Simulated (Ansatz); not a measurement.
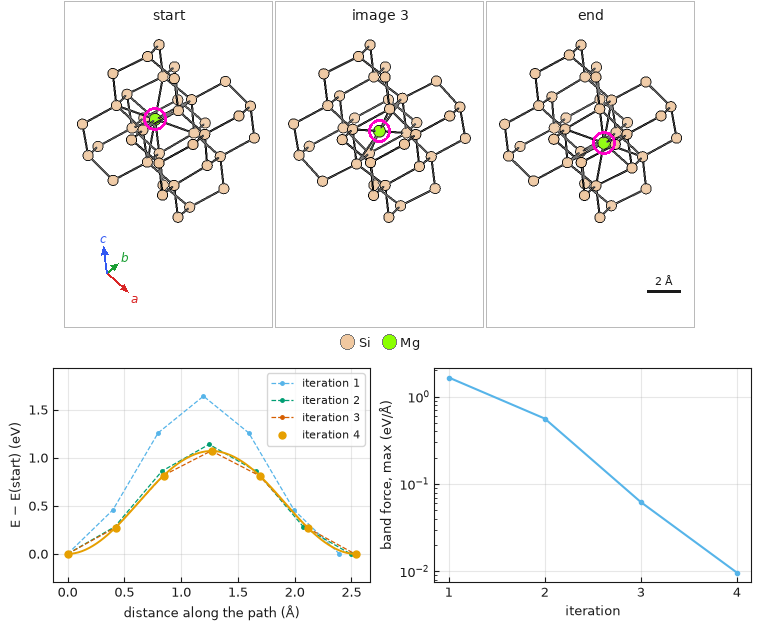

NEB run on a defect cell of composition MgSi32 (cell charge +2) (33 atoms in the cell). Images are numbered from 0 (start) to 6 (end). The plot follows the band through its iterations. The picture is a ball-and-stick view of the atoms within 5.4 Å of the middle of the path, seen slightly off an axis. The moving atom is ringed, with any periodic copies. Bonds to atoms that aren't drawn are left out.

Method: DFT PBE, scalar-relativistic, plane waves, PAW (Ansatz). Set-up: plane-wave cutoff 420 eV; k-point mesh 2 × 2 × 2; Gaussian smearing 0.02 eV; 5 movable images; climbing image.

**Judge this run.**

The run is converged, with reservations. The band converged in 4 iterations. The largest component of the band force went from 1.7 to 0.0097 eV/Å. The climbing image converged on the top of the path. Its curvatures weren't checked. The first iteration put the highest image at 1.64 eV. The two ends have the same energy, and the highest point, image 3, lies 1.07 eV above the start.

Limits of the set-up: the cell is charged, on a uniform background, and energies carry no finite-size correction.

Cost: 4.8 min on 4 threads of Arm Neoverse V1, on a shared host, peak memory 2.8 GiB.
